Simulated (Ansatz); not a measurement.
Single-point calculation of TaN (part 3 of 3)

The same run, continued: TaN (P6/mmm, 6 atoms in the cell); DFT PBE, scalar-relativistic, plane waves, PAW, spin-polarised (Ansatz 0.2.0); cutoff 420 eV, 4×4×7 k-mesh, Gaussian smearing of 0.05 eV, collinear spins. The structure derives from an entry of the Crystallography Open Database. It belongs to a series of runs on one base structure; here: random orbitals: random, high filling.

Geometry of the input (Å; fractional positions):
```
5.1850  0.0000  0.0000
-2.5925  4.4903  0.0000
0.0000  0.0000  2.9080
Ta 0.0000  0.0000  0.0000
Ta 0.3333  0.6667  0.5000
Ta 0.6667  0.3333  0.5000
N  0.5000  0.0000  0.0000
N  0.5000  0.5000  0.0000
N  0.0000  0.5000  0.0000
```

### Output, continued
```
  k-point 1 ↑: bands = ["-49.5219", "-49.4736", "-49.1936", "-16.4278", "-16.4278", "-16.0399", "-16.0399", "-16.0301", "-15.8699", "-15.7472", "-15.7472", "-15.1135", "1.6617", "4.2440", "4.2440", "10.1395", "12.4685", "12.4685", "13.3384", "13.3384", "13.8190", "15.7390", "15.7390", "16.5550", "17.2505", "18.4629", "18.8679", "18.8679", "20.2135", "20.2135", "21.1561", "22.2142", "22.2142", "22.9043", "22.9043", "23.0295"]
  k-point 2 ↑: bands = ["-49.5016", "-49.4540", "-49.1777", "-16.4318", "-16.3598", "-16.3598", "-16.2319", "-15.9623", "-15.9623", "-15.7469", "-15.7469", "-15.3908", "2.7619", "3.7791", "3.7791", "11.9681", "12.1568", "12.1568", "12.3368", "13.1952", "13.1952", "15.1047", "15.1047", "17.4841", "18.1910", "18.4711", "18.4711", "19.7364", "19.7364", "20.5843", "21.7726", "22.8601", "22.8601", "23.0134", "23.0134", "23.5808"]
  k-point 57 ↓: bands = ["-49.4696", "-49.4539", "-49.1650", "-16.6815", "-16.5851", "-16.3340", "-16.2094", "-15.9933", "-15.8455", "-15.7698", "-15.7484", "-15.5845", "3.4531", "3.4965", "3.8768", "11.3361", "11.6686", "12.3871", "12.7834", "12.9868", "13.4136", "14.6122", "15.1375", "16.1621", "16.7671", "17.7043", "18.5173", "20.9129", "20.9309", "22.5123", "23.1007", "23.1480", "23.1974", "23.5078", "23.9284", "25.5365"]
Occupation matrices written to [file]
--- Löwdin populations: 6 sites ---
  site symbol       q [e]    m [muB]
     0     Ta     12.4979    -0.0000
     1     Ta     12.0728    -0.0000
     2     Ta     12.0728    -0.0000
     3      N      5.6879     0.0000
     4      N      5.6879     0.0000
     5      N      5.6879     0.0000
  spilling = 0.005422 (of n_electrons = 54.000000)
--- Occupation matrices: 3 shells (run DFT+U table (all-electron-ortho-atomic); ε = 2.00e-2, provisional) ---
  Ta0 d_5D: site group D6h (6/mmm)
  Ta0 d_5D up     Tr n = 1.9396  λ = 0.309 0.309 0.440 0.440 0.443  [2× x2-y2 0.50 E2g(1.00) | 3× z2 0.33 E1g(0.67)]
  Ta0 d_5D dn     Tr n = 1.9396  λ = 0.309 0.309 0.440 0.440 0.443  [2× x2-y2 0.50 E2g(1.00) | 3× z2 0.33 E1g(0.67)]
  specified occupation → Ta0 d_5D up: matrix, ‖Δ‖_F = 1.0227, Tr Δ = +0.0604, displaced = 1.1108, d_λ = 0.9498; orbital distance = 1.1889
  specified occupation → Ta0 d_5D dn: matrix, ‖Δ‖_F = 0.8353, Tr Δ = -1.8396, displaced = 0.9198, d_λ = 0.8353; orbital distance = 0.0000
  Ta1 d_5D: site group D3h (-6m2)
  Ta1 d_5D up     Tr n = 1.8091  λ = 0.335 0.335 0.360 0.360 0.418  [2× xz 0.50 E''(1.00) | 2× x2-y2 0.50 E'(1.00) | z2 1.00 A1'(1.00)]
  Ta1 d_5D dn     Tr n = 1.8091  λ = 0.335 0.335 0.360 0.360 0.418  [2× xz 0.50 E''(1.00) | 2× x2-y2 0.50 E'(1.00) | z2 1.00 A1'(1.00)]
  specified occupation → Ta1 d_5D up: matrix, ‖Δ‖_F = 1.0705, Tr Δ = +0.1909, displaced = 1.1479, d_λ = 0.9952; orbital distance = 1.5713
  specified occupation → Ta1 d_5D dn: matrix, ‖Δ‖_F = 0.7674, Tr Δ = -1.7091, displaced = 0.8546, d_λ = 0.7674; orbital distance = 0.0000
  Ta2 d_5D: site group D3h (-6m2)
  Ta2 d_5D up     Tr n = 1.8091  λ = 0.335 0.335 0.360 0.360 0.418  [2× xz 0.50 E''(1.00) | 2× x2-y2 0.50 E'(1.00) | z2 1.00 A1'(1.00)]
  Ta2 d_5D dn     Tr n = 1.8091  λ = 0.335 0.335 0.360 0.360 0.418  [2× xz 0.50 E''(1.00) | 2× x2-y2 0.50 E'(1.00) | z2 1.00 A1'(1.00)]
  specified occupation → Ta2 d_5D up: matrix, ‖Δ‖_F = 1.0325, Tr Δ = +0.1909, displaced = 1.1070, d_λ = 0.9952; orbital distance = 1.2955
  specified occupation → Ta2 d_5D dn: matrix, ‖Δ‖_F = 0.7674, Tr Δ = -1.7091, displaced = 0.8546, d_λ = 0.7674; orbital distance = 0.0000
  Tr n, λ and their labels are of the run-group-symmetrised matrices; stabiliser: 48 of 48 elements of G0×{1,Θ} (closed), max defect 3.0e-6 at τ = 4.2e-3
```

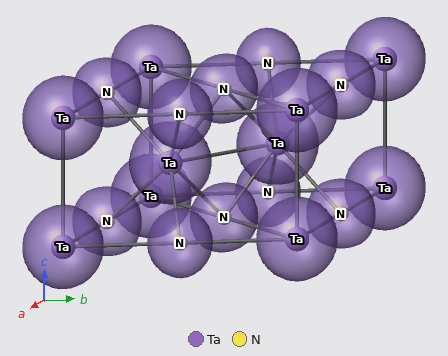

Figure 1. Isosurface of the valence charge density (pseudo) at 1 e/Å³ (purple), seen slightly off an axis. Sticks mark near contacts. The outline is the cell set on symmetry axes. At this value the density breaks into separate islands; it holds about 65 % of the electrons treated as valence (semicore included). It is pinched off along the Ta–N (2.09 Å), Ta–Ta (2.91 Å) and Ta–Ta (2.99 Å) contacts. On the grid the lowest density along these lines, outside the cores, is 0.74 e/Å³ (Ta–N, 2.09 Å), 0.34 e/Å³ (Ta–Ta, 2.91 Å) and 0.26 e/Å³ (Ta–Ta, 2.99 Å). In a PAW calculation such maps are meaningful between the atoms, not at the nuclei.

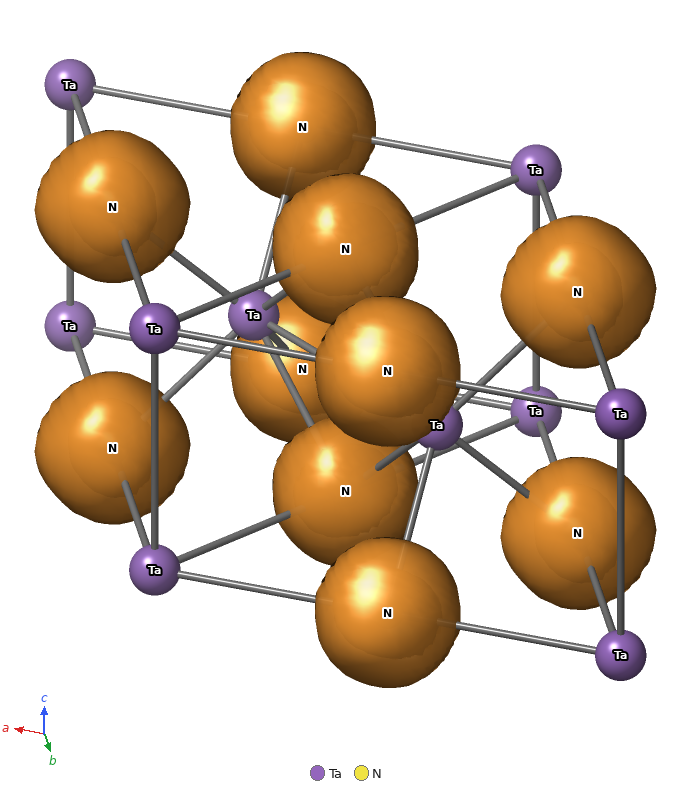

Figure 2. Isosurface of the ELF at 0.75 (orange), seen at an oblique angle. Core shells and regions of very low density are left out. Sticks mark near contacts. The outline is the cell set on symmetry axes. Values along the shortest contacts: Ta–N (2.09 Å): the ELF is about 0.25 at the midpoint; a polar contact without a shared pair, in a metal. Ta–Ta (2.91 Å): the ELF is about 0.40 at the midpoint (no shared electron pair).

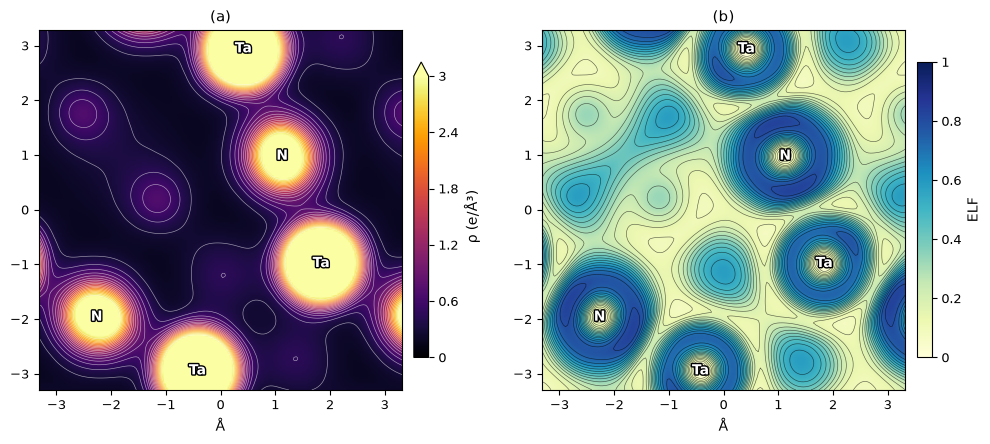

Figure 3. (a) valence electron density; (b) ELF on the (111) plane of the conventional cell. The plane passes through Ta and N nuclei. Ta–N (2.09 Å): ρ at the midpoint is about 0.75 e/Å³; the ELF is about 0.25 at the midpoint (no shared pair; the contact is polar). Ta–Ta (2.99 Å): ρ at the midpoint is about 0.26 e/Å³; the ELF is about 0.15 at the midpoint (no shared electron pair). Away from the nuclei the density in this plane falls to 0.18 e/Å³ at its lowest. The ELF has a maximum of about 0.60 in the space between the atoms. The strong features right at Ta lie inside the PAW spheres (semicore, d or f shells) and say nothing about bonding.
